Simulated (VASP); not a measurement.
## Single-point calculation, with input and output: SrO

- system: SrO (Fm-3m, 2 atoms in the cell)
- method: DFT, plane waves, PAW, settings varied from a r2SCAN run (VASP 6.6.1)

The structure was built on a prototype by a generator. Some settings of this run were made unusual or wrong on purpose. The geometry comes from this level: r2SCAN (a point of a series of strains).

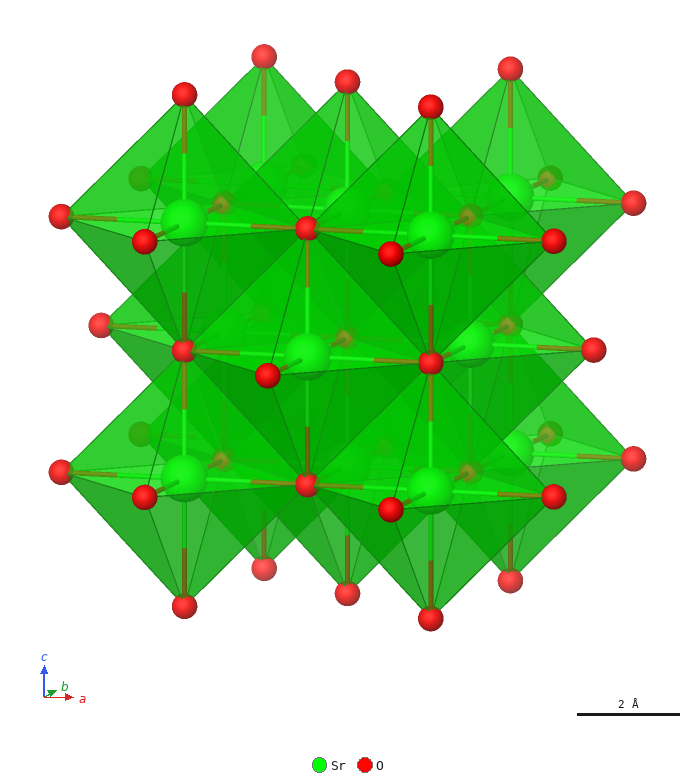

Figure 1. The input geometry (polyhedral view of the cell 4 times as large as that of the calculation, set on its symmetry axes, seen slightly off an axis; polyhedra are completed across the faces of the cell). An atom can appear more than once, as a periodic image.

INCAR
```
ENCUT = 520.000000
EDIFF = 1.00e-07
ALGO = Normal
METAGGA = R2SCAN
PREC = Accurate
IBRION = -1
ISIF = 2
NBANDS = 15
NSW = 0
LASPH = .TRUE.
LCHARG = .FALSE.
LWAVE = .FALSE.
LREAL = .FALSE.
NELM = 89
ISMEAR = 1
SIGMA = 0.8
```

KPOINTS
```
KPOINTS created by Atomic Simulation Environment
0
Gamma
8 8 8
0 0 0
```

POSCAR
```
Sr O
 1.0000000000000000
     0.0000000000000000    2.5540934026000000    2.5540934026000000
     2.5540934026000000    0.0000000000000000    2.5540934026000000
     2.5540934026000000    2.5540934026000000    0.0000000000000000
 Sr  O
   1   1
Cartesian
  0.0000000000000000  0.0000000000000000  0.0000000000000000
  2.5540934026000000  2.5540934026000000  2.5540934026000000
```

Machine: 1 CPU thread, shared host.

Launch command:
```bash
mpirun -np 1 vasp_std
```

OSZICAR
```
N       E                     dE             d eps       ncg     rms          rms(c)
DAV:   1     0.475423185688E+02    0.47542E+02   -0.87102E+03   870   0.107E+03
DAV:   2    -0.316342244149E+02   -0.79177E+02   -0.73058E+02  1269   0.224E+02
DAV:   3    -0.345774675193E+02   -0.29432E+01   -0.29181E+01  1110   0.394E+01
DAV:   4    -0.346419825821E+02   -0.64515E-01   -0.64506E-01  1050   0.548E+00
DAV:   5    -0.346433318294E+02   -0.13492E-02   -0.13492E-02  1054   0.729E-01    0.167E+01
DAV:   6    -0.268349276950E+02    0.78084E+01   -0.44651E+00  1206   0.171E+01    0.157E+01
DAV:   7    -0.269561534248E+02   -0.12123E+00   -0.18560E-01   877   0.390E+00    0.888E+00
DAV:   8    -0.269740115416E+02   -0.17858E-01   -0.86372E-02   884   0.311E+00    0.856E-01
DAV:   9    -0.269702290740E+02    0.37825E-02   -0.16492E-02  1073   0.123E+00    0.257E-01
DAV:  10    -0.269703613167E+02   -0.13224E-03   -0.15231E-03   947   0.395E-01    0.128E-01
DAV:  11    -0.269705429949E+02   -0.18168E-03   -0.29350E-04   884   0.170E-01    0.748E-02
DAV:  12    -0.269705406205E+02    0.23744E-05   -0.29109E-05  1087   0.457E-02    0.179E-02
DAV:  13    -0.269705391813E+02    0.14393E-05   -0.55810E-06  1073   0.237E-02    0.127E-02
DAV:  14    -0.269705386917E+02    0.48959E-06   -0.54228E-07  1052   0.690E-03    0.382E-03
DAV:  15    -0.269705384886E+02    0.20314E-06   -0.37301E-08   484   0.175E-03    0.215E-03
DAV:  16    -0.269705384565E+02    0.32105E-07   -0.13657E-08   470   0.988E-04
   1 F= -.26970538E+02 E0= -.27014021E+02  d E =0.130446E+00
```

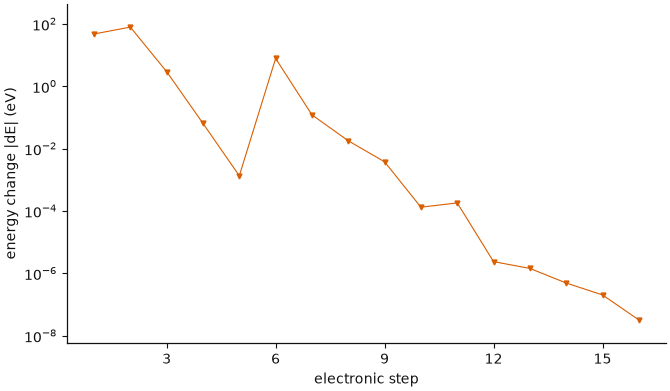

Figure 2. Convergence of the self-consistent field: energy change |dE| against the electronic step. It takes 16 electronic steps. The density is held fixed in the first few steps, and dE rises again when its update begins.

Parts of OUTCAR
```
k-points           NKPTS =     29   k-points in BZ     NKDIM =     29   number of bands    NBANDS=     15

   NELECT =      16.0000    total number of electrons

   dimension x,y,z NGX =    28 NGY =   28 NGZ =   28
   dimension x,y,z NGXF=    56 NGYF=   56 NGZF=   56

  energy-cutoff  :      520.00
  volume of cell :       33.32
      direct lattice vectors                 reciprocal lattice vectors
     0.000000000  2.554093403  2.554093403    -0.195764180  0.195764180  0.195764180
     2.554093403  0.000000000  2.554093403     0.195764180 -0.195764180  0.195764180
     2.554093403  2.554093403  0.000000000     0.195764180  0.195764180 -0.195764180

 k-points in reciprocal lattice and weights: KPOINTS created by Atomic Simulation Env
   0.00000000  0.00000000  0.00000000       0.002
   0.12500000  0.00000000  0.00000000       0.016
   0.25000000  0.00000000  0.00000000       0.016
   0.37500000  0.00000000  0.00000000       0.016
   0.50000000  0.00000000  0.00000000       0.008
   0.12500000  0.12500000  0.00000000       0.012
   0.25000000  0.12500000  0.00000000       0.047
   0.37500000  0.12500000  0.00000000       0.047
   0.50000000  0.12500000  0.00000000       0.047
  -0.37500000  0.12500000  0.00000000       0.047
  -0.25000000  0.12500000  0.00000000       0.047
  -0.12500000  0.12500000  0.00000000       0.023
   0.25000000  0.25000000  0.00000000       0.012
   0.37500000  0.25000000  0.00000000       0.047
   0.50000000  0.25000000  0.00000000       0.047
  -0.37500000  0.25000000  0.00000000       0.047
  -0.25000000  0.25000000  0.00000000       0.023
   0.37500000  0.37500000  0.00000000       0.012
   0.50000000  0.37500000  0.00000000       0.047
  -0.37500000  0.37500000  0.00000000       0.023
   0.50000000  0.50000000  0.00000000       0.006
   0.37500000  0.25000000  0.12500000       0.047
   0.50000000  0.25000000  0.12500000       0.094
  -0.37500000  0.25000000  0.12500000       0.047
   0.50000000  0.37500000  0.12500000       0.047
  -0.37500000  0.37500000  0.12500000       0.094
  -0.25000000  0.37500000  0.12500000       0.047
  -0.37500000  0.50000000  0.12500000       0.023
  -0.25000000  0.50000000  0.25000000       0.012

 E-fermi :   1.6516

 k-point     1 :       0.0000    0.0000    0.0000
  band No.  band energies     occupation
      1     -31.9625      2.00000
      2     -14.6341      2.00000
      3     -12.9644      2.00000
      4     -12.9644      2.00000
      5     -12.9644      2.00000
      6       1.4186      1.47050
      7       1.4186      1.47050
      8       1.4186      1.47050
      9       6.2427     -0.00000
     10       8.2591     -0.00000
     11       8.2591     -0.00000
     12       8.2591     -0.00000
     13      10.6233     -0.00000
     14      10.6233     -0.00000
     15      14.8389     -0.00000

 k-point     2 :       0.1250    0.0000    0.0000
  band No.  band energies     occupation
      1     -31.9405      2.00000
      2     -14.9255      2.00000
      3     -12.9764      2.00000
      4     -12.9764      2.00000
      5     -12.7268      2.00000
      6       0.9895      1.99358
      7       1.2180      1.78457
      8       1.2180      1.78457
      9       6.9324     -0.00000
     10       8.0967     -0.00000
     11       8.5780     -0.00000
     12       8.5780     -0.00000
     13      11.0504     -0.00000
     14      11.0504     -0.00000
     15      15.8820     -0.00000

 k-point     3 :       0.2500    0.0000    0.0000
  band No.  band energies     occupation
      1     -31.8868      2.00000
      2     -15.4524      2.00000
      3     -13.0048      2.00000
      4     -13.0048      2.00000
      5     -12.3292      2.00000
      6       0.1737      2.02535
      7       0.7824      2.06386
      8       0.7824      2.06386
      9       8.0323     -0.00000
     10       8.4867     -0.00000
     11       9.4458     -0.00000
     12       9.4458     -0.00000
     13      12.1206     -0.00000
     14      12.1206     -0.00000
     15      17.9809      0.00000

 k-point     4 :       0.3750    0.0000    0.0000
  band No.  band energies     occupation
      1     -31.8323      2.00000
      2     -15.8701      2.00000
      3     -13.0328      2.00000
      4     -13.0328      2.00000
      5     -12.0414      2.00000
      6      -0.4850      2.00104
      7       0.3988      2.04928
      8       0.3988      2.04928
      9       8.3719     -0.00000
     10      10.0199     -0.00000
     11      10.5116     -0.00000
     12      10.5116     -0.00000
     13      13.4410     -0.00000
     14      13.4410     -0.00000
     15      18.0845      0.00000

 k-point     5 :       0.5000    0.0000    0.0000
  band No.  band energies     occupation
      1     -31.8095      2.00000
      2     -16.0250      2.00000
      3     -13.0442      2.00000
      4     -13.0442      2.00000
      5     -11.9400      2.00000
      6      -0.7303      2.00021
      7       0.2518      2.03287
      8       0.2518      2.03287
      9       8.6310     -0.00000
     10      10.6819     -0.00000
     11      11.0355     -0.00000
     12      11.0355     -0.00000
     13      14.3112     -0.00000
     14      14.3112     -0.00000
     15      17.5452     -0.00000

 [... the levels of 23 k-points are left out ...]

 k-point    29 :      -0.2500    0.5000    0.2500
  band No.  band energies     occupation
      1     -31.7642      2.00000
      2     -15.2182      2.00000
      3     -13.6672      2.00000
      4     -13.6672      2.00000
      5     -12.5050      2.00000
      6       0.2787      2.03570
      7       1.0144      1.97829
      8       1.0144      1.97829
      9       8.0468     -0.00000
     10       8.0468     -0.00000
     11      10.9102     -0.00000
     12      13.3294     -0.00000
     13      13.7310     -0.00000
     14      15.5800     -0.00000
     15      17.2168     -0.00000

  Total        0.6687375      0.6687375      0.6687375      0.0000000     -0.0000000      0.0000000
  in kB       32.1533289     32.1533289     32.1533289      0.0000000     -0.0000000      0.0000000
  external PRESSURE =      32.1533289 kB  Pullay stress =       0.0000000 kB

 POSITION                                       TOTAL-FORCE (eV/Angst)
 -----------------------------------------------------------------------------------
      0.00000      0.00000      0.00000        -0.000000     -0.000000      0.000000
      2.55409      2.55409      2.55409         0.000000      0.000000     -0.000000
 -----------------------------------------------------------------------------------
    total drift:                                0.000000      0.000000      0.000000

  FREE ENERGIE OF THE ION-ELECTRON SYSTEM (eV)
  ---------------------------------------------------
  free  energy   TOTEN  =       -26.9705384565 eV

  energy  without entropy=      -27.1009849485  energy(sigma->0) =      -27.01402062
```

What the run reported

```csv
quantity,value
outcome,converged
space group (tolerance 0.01 Å),Fm-3m (225)
electrons treated,16
free energy,−26.9705 eV
Fermi energy,1.652 eV
band gap,3.75 eV
pressure,3.22 GPa
largest force (length of the vector),under 0.001 eV/Å
wall time,51 s
peak memory,0.17 GiB
```

What went wrong

Some settings of this run were drawn to be unusual or wrong (NELM = 89; ISMEAR = 1; SIGMA = 0.8). It converged; results that depend on the unusual settings are not reference values.
